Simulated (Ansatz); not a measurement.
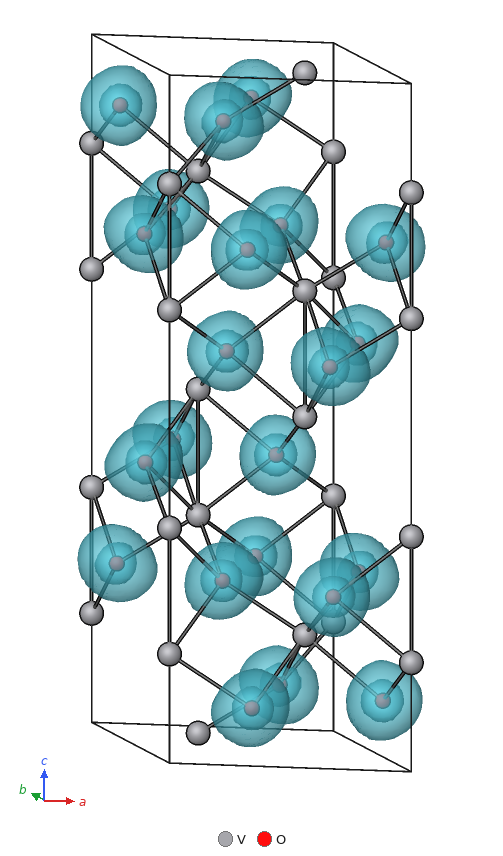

*V2O3. Isosurface of the electron localisation function at 0.75 (cyan), seen slightly off an axis. Only the valence region is drawn (cores and ρ < 0.01 e/Å³ removed). Sticks mark near contacts.*

Space group R-3c; computed pressure about −2 GPa in this cell; the SCF solution may not be the lowest one; the program warned that another magnetic order may lie lower; spin-polarised.

The calculation used Ansatz, DFT, PBE, plane-wave PAW, default files, scalar-relativistic, frozen cores.

Core electrons are frozen (PAW), and the valence fields are smoothed inside the atomic spheres.

```cif
data_structure
_symmetry_space_group_name_H-M 'P 1'
_symmetry_Int_Tables_number 1
_cell_length_a 4.9418
_cell_length_b 4.9418
_cell_length_c 13.9903
_cell_angle_alpha 90.000
_cell_angle_beta 90.000
_cell_angle_gamma 120.000
_cell_volume 295.89
loop_
_atom_site_label
_atom_site_type_symbol
_atom_site_fract_x
_atom_site_fract_y
_atom_site_fract_z
_atom_site_occupancy
V1 V 0.66667 0.33333 0.17493 1
V2 V 0.33333 0.66667 0.50826 1
V3 V 0.00000 0.00000 0.84159 1
V4 V 0.33333 0.66667 0.32507 1
V5 V 0.00000 0.00000 0.65841 1
V6 V 0.66667 0.33333 0.99174 1
V7 V 0.00000 0.00000 0.15841 1
V8 V 0.66667 0.33333 0.49174 1
V9 V 0.33333 0.66667 0.82507 1
V10 V 0.33333 0.66667 0.00826 1
V11 V 0.00000 0.00000 0.34159 1
V12 V 0.66667 0.33333 0.67493 1
O1 O 0.34377 0.01043 0.08333 1
O2 O 0.01043 0.34377 0.41667 1
O3 O 0.67710 0.67710 0.75000 1
O4 O 0.98957 0.33333 0.08333 1
O5 O 0.65623 0.66667 0.41667 1
O6 O 0.32290 0.00000 0.75000 1
O7 O 0.66667 0.65623 0.08333 1
O8 O 0.33333 0.98957 0.41667 1
O9 O 0.00000 0.32290 0.75000 1
O10 O 0.32290 0.32290 0.25000 1
O11 O 0.98957 0.65623 0.58333 1
O12 O 0.65623 0.98957 0.91667 1
O13 O 0.67710 0.00000 0.25000 1
O14 O 0.34377 0.33333 0.58333 1
O15 O 0.01043 0.66667 0.91667 1
O16 O 0.00000 0.67710 0.25000 1
O17 O 0.66667 0.01043 0.58333 1
O18 O 0.33333 0.34377 0.91667 1
```

### What do the ELF domains correspond to?

At this value the surface marks out 18 regions wrapped around O (the valence shell of each), counted in one cell of 30 atoms. Any copies at cell faces, edges or corners count once. Along the contacts the grid gives the following. V–O (1.98 Å): the ELF peaks at about 0.85 in the valence shell of O, 0.6 Å from its nucleus, and is about 0.15 at the midpoint (no shared electron pair shows on this line). V–V (2.56 Å): the ELF is about 0.30 at the midpoint; no localised pair shows between them.

### Which magnetic arrangement did the calculation end in?

Parallel moments (a ferromagnetic arrangement) in this solution; site moments V: +0.9 μB (×12) in one cell of 30 atoms.
